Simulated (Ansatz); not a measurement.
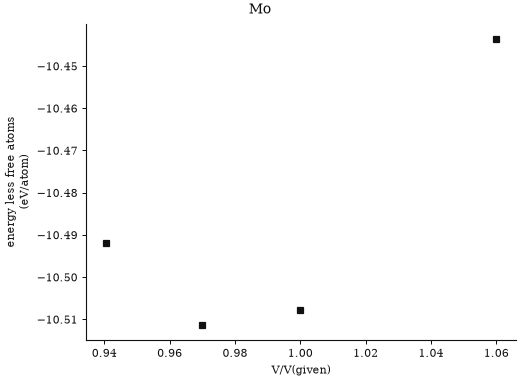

The plot gives the computed energy less free atoms against V/V(given) for Mo, space group Fm-3m (No. 225).

Cell as given: a = 2.850 Å, b = 2.850 Å, c = 2.850 Å, α = 60.00°, β = 60.00°, γ = 60.00°; 1 atom.

Computed with Ansatz 0.2.0: periodic Kohn-Sham DFT of a crystal at fixed atoms, scaled to the stated factor times the given cell, energy less spherical unpolarised free atoms. Level: PBE.

method all-electron LAPW; relativity scalar; k mesh 17×17×17; occupations Fermi–Dirac; smearing width 0.08 eV; basis error target 0.5 (meV/atom); nucleus Gaussian.

V(given) is 16.36 Å³/atom.

The point at V/V(given) 1.030 is left out of the plot. What does the calculation give there?

| V/V(given) | energy less free atoms (eV/atom) |
| --- | --- |
| 1.030 | −10.4843 |
